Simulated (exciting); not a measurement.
# Mg: 7 runs along one coordinate

System: Mg (I4/mmm, 1 atom in the cell).
Method: Kohn-Sham DFT of a periodic cell, PBE, all-electron LAPW+lo, shipped species files, no spin polarisation (exciting sodium).

The 7 runs differ only in the geometry, by an even scaling of the cell at fixed fractional positions. The structure derives from a Materials Project entry.

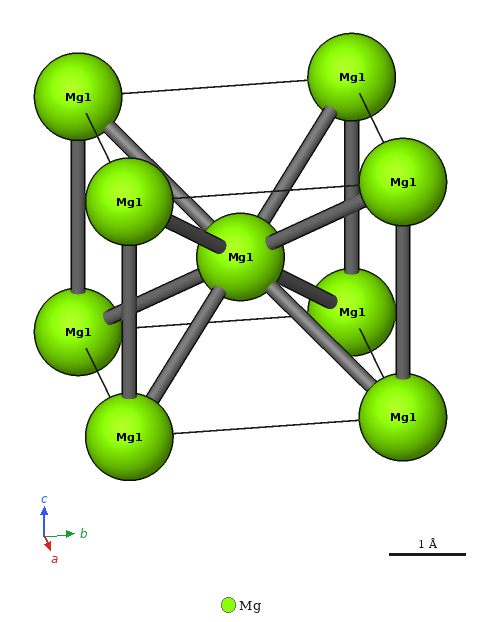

Figure 1. The structure of run 4 (ball-and-stick view of the cell 2 times as large as that of the calculation, set on its symmetry axes, seen at an oblique angle; atoms are numbered from 1 in the order of the input).

### Input of run 4
```
<input>
  <title>Mg</title>
  <structure speciespath="./" tshift="false">
    <crystal scale="1">
      <basevect>-3.469521347805 3.469521347805 3.173613650396</basevect>
      <basevect>3.469521347805 -3.469521347805 3.173613650396</basevect>
      <basevect>3.469521347805 3.469521347805 -3.173613650396</basevect>
    </crystal>
    <species speciesfile="Mg.xml" rmt="2">
      <atom coord="0.000000000000 0.000000000000 0.000000000000"/>
    </species>
  </structure>
  <groundstate do="fromscratch" ngridk="11 11 11" rgkmax="7.5" gmaxvr="14" lmaxapw="10" lmaxmat="10" lmaxvr="8" xctype="GGA_PBE" stype="Fermi Dirac" swidth="0.00183747" nempty="8" ValenceRelativity="iora*" epsengy="1e-05" epspot="1e-05" maxscl="60" tforce="true" outputlevel="normal"/>
  <properties>
    <chargedensityplot>
      <plot3d>
        <box grid="16 16 16">
          <origin coord="0 0 0"/>
          <point coord="1 0 0"/>
          <point coord="0 1 0"/>
          <point coord="0 0 1"/>
        </box>
      </plot3d>
    </chargedensityplot>
    <elfplot>
      <plot3d>
        <box grid="16 16 16">
          <origin coord="0 0 0"/>
          <point coord="1 0 0"/>
          <point coord="0 1 0"/>
          <point coord="0 0 1"/>
        </box>
      </plot3d>
    </elfplot>
    <exccplot>
      <plot3d>
        <box grid="16 16 16">
          <origin coord="0 0 0"/>
          <point coord="1 0 0"/>
          <point coord="0 1 0"/>
          <point coord="0 0 1"/>
        </box>
      </plot3d>
    </exccplot>
  </properties>
</input>
```

Command:
```bash
OMP_NUM_THREADS=1 exciting_smp
```

Lattice vectors (Å) and fractional positions of run 4:
```
  -1.835992    1.835992    1.679404
   1.835992   -1.835992    1.679404
   1.835992    1.835992   -1.679404
Mg  0.000000  0.000000  0.000000
```

Run 6 has the same physical settings and fractional positions; its lattice vectors (Å) are:
```
  -1.860152    1.860152    1.701504
   1.860152   -1.860152    1.701504
   1.860152    1.860152   -1.701504
```

### Results, with one run withheld

```tsv
run	volume per atom (Å³)	free energy per atom, from the lowest run given (meV)
1	21.286	15.77
2	21.738	8.29
3	22.191	3.37
4	22.644	0.43
5	23.097	0.00
6	23.550	?
7	24.003	4.45
```

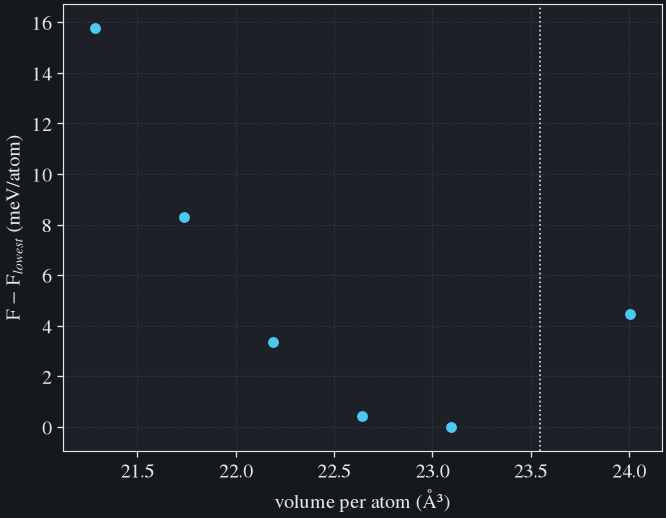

Figure 2. Free energy per atom of the runs given; the dotted line marks run 6.

Fit the runs given and predict run 6.

A cubic polynomial in V^(−2/3) (the Birch–Murnaghan form), fitted to the 6 runs given, misses them by at most 0.12 meV per atom. With x = V^(−2/3) − 0.12561 Å⁻², it reads F = 1.3825 + 1486.4 x + 3.6793e+05 x² − 1.8136e+06 x³ (meV per atom). At run 6 it gives 1.28 meV per atom, and the run itself gives 1.31. The fit has its minimum at 23.008 Å³ per atom, where V d²F/dV² gives 35.8 GPa. Cell shape and fractional positions are held, so this is the stiffness under even scaling; the relaxed bulk modulus wasn't computed.

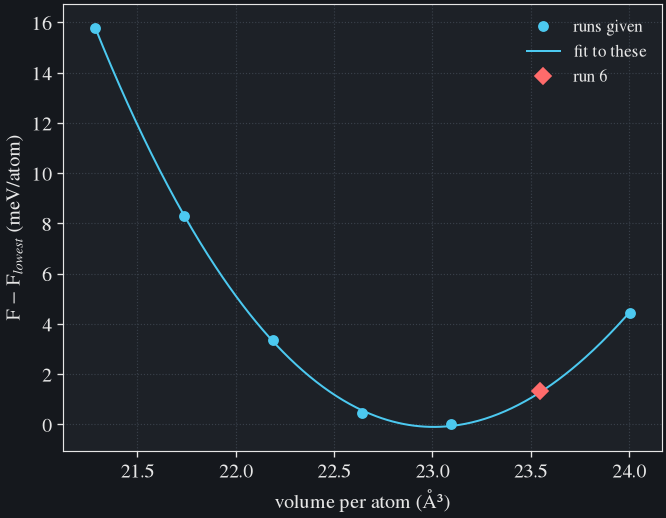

Figure 3. The fit and the withheld run.

### Some lines of the output (run 6)
```
[...]
 Total energy                               :      -200.33304431
 Fermi energy                               :         0.12524774
 DOS at Fermi energy (states/Ha/cell)       :        11.13851600
 Absolute change in total energy   (target) :  0.741463E-04  ( 0.100000E-04)
 Total energy                               :      -200.33306080
 Fermi energy                               :         0.12524776
 DOS at Fermi energy (states/Ha/cell)       :        11.13852071
 Absolute change in total energy   (target) :  0.164939E-04  ( 0.100000E-04)
 Total energy                               :      -200.33305551
 DOS at Fermi energy (states/Ha/cell)       :        11.13851815
 Absolute change in total energy   (target) :  0.529718E-05  ( 0.100000E-04)
 Total energy                               :      -200.33305680
 DOS at Fermi energy (states/Ha/cell)       :        11.13851894
 Absolute change in total energy   (target) :  0.129188E-05  ( 0.100000E-04)
```
